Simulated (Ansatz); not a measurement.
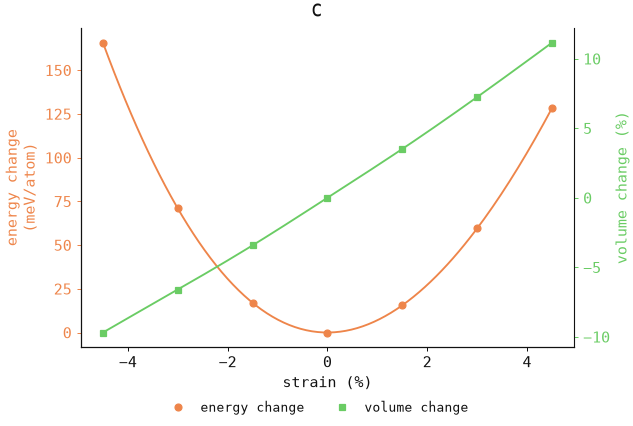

The figure shows the energy change and volume change against strain for C, space group P6/mmm (No. 191).

Cell as given: a = 2.465 Å, b = 2.465 Å, c = 3.575 Å, α = 90.00°, β = 90.00°, γ = 120.00°; 2 atoms.

Calculation (Ansatz 0.2.0): energy, stress and cell of a relaxed crystal along a series of strains, atoms and what the cell freedom names relaxed within the symmetry; plane waves with PAW datasets, Γ-centred k mesh; energies extrapolated to zero smearing. Level: PBE with D3(BJ), no spin polarisation.

- wave cutoff: 420 eV
- k mesh: 21×21×12
- occupations: Gaussian
- smearing width: 0.1 eV
- strain kind: biaxial in the ab plane
- cell freedom: length and tilt of c free

Question: Does the undistorted structure sit at the bottom of the curve?

Answer: Yes: the energy rises on both sides of the starting structure, which is therefore a minimum along this path.

Question: What does the volume change do across the range?

Answer: It rises from −9.69 % at strain −4.5 % to 11.15 % at 4.5 %.

The computed values:

```csv
strain (%),energy change (meV/atom),volume change (%)
-4.5,166,-9.69
-3.0,71,-6.60
-1.5,17,-3.42
0.0,0,0.00
1.5,16,3.51
3.0,59,7.24
4.5,128,11.15
```
